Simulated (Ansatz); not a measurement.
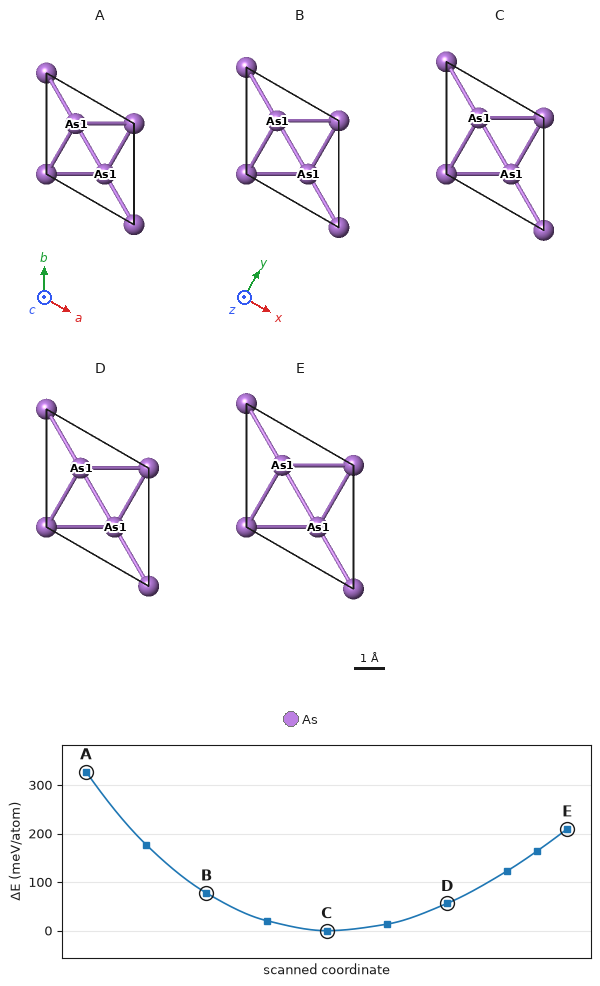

Frames of a one-coordinate scan of crystalline As (R-3m). x, y and z are the Cartesian axes of the input. The picture is a ball-and-stick view of the conventional cell (3 times the calculation's cell), repeated 1 × 1 × 1 with one cell outlined, seen along the c axis. Lengths and directions refer to the drawn axes.

Level of theory: DFT PBEsol, scalar-relativistic, plane waves, PAW (Ansatz 0.2.0). (plane-wave cutoff 420 eV; k-point mesh 18 × 18 × 18; occupations gaussian; smearing width 0.15 eV; no spin polarisation). Energies (free energies at the smearing named) are counted from the cell as listed in its source, which wasn't relaxed.

Q: Which coordinate changes from frame to frame?

A: The cell is strained equally along x and y, with the atoms kept at their fractional coordinates. In the frames the strain is −0.10 (A), −0.05 (B), 0.00 (C), 0.05 (D), 0.10 (E). The lowest computed point lies at the strain 0.00 (0 meV/atom). At the ends of the scan the energy is 327 meV/atom (−0.10) and 210 meV/atom (0.10). The distortion keeps the space group R-3m. At the strain −0.10 the cell of the drawing goes a 3.759 → 3.384 Å, b 3.759 → 3.384 Å.
